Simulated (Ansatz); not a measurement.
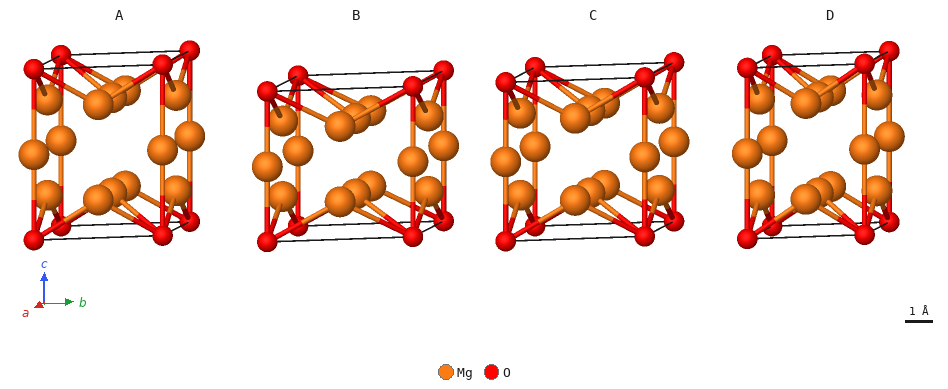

4 geometries from one relaxation of crystalline Mg₇O (a generated structure, set up in P6/mmm) (coarse preliminary run), in shuffled order. Style: ball-and-stick. Shown: the cell of the calculation, slightly off an axis.

Level of theory: DFT PBE, scalar-relativistic, plane waves, PAW (Ansatz 0.2.0). Settings: plane-wave cutoff 420 eV; k-point mesh 6 × 6 × 4; occupations gaussian; smearing width 0.1 eV; no spin polarisation; cell and atoms relaxed; force threshold 0.04 eV/Å; at most 70 steps.

**Put them in the order of the run, from the start to the converged end.**

D, A, C, B. They are steps 0, 2, 4, 9, at +6.856 eV per cell of the calculation, +2.215 eV per cell of the calculation, +0.551 eV per cell of the calculation relative to the last. After 7 accepted moves (9 points after the start) the energy has fallen by 6.856 eV per cell of the calculation. Largest force component: 0.32 eV/Å at the start, 0.0053 eV/Å at the end. Pressure: 31.54 GPa at the start and −0.16 GPa at the end. The SCF was repeated twice at an unchanged geometry on a basis and grid sized afresh for the cell, which shifted the energy by 0.319 eV per cell of the calculation at most. The largest moves relative to the cell, 0.17 Å, are those of Mg atoms. O stays in place. The volume changes by +35.7 %, with a = b 4.700 → 5.835 Å (+24.2 %), c 6.531 → 5.751 Å (−11.9 %). Some distances before and after: Mg–Mg 2.350 → 2.917 Å, Mg–O 2.753 → 3.251 Å, Mg–O 3.265 → 2.876 Å. The space group stays P6/mmm (No. 191). The run took 75 s on 1 thread of Arm Neoverse V2 (shared host), peak memory 0.44 GiB.
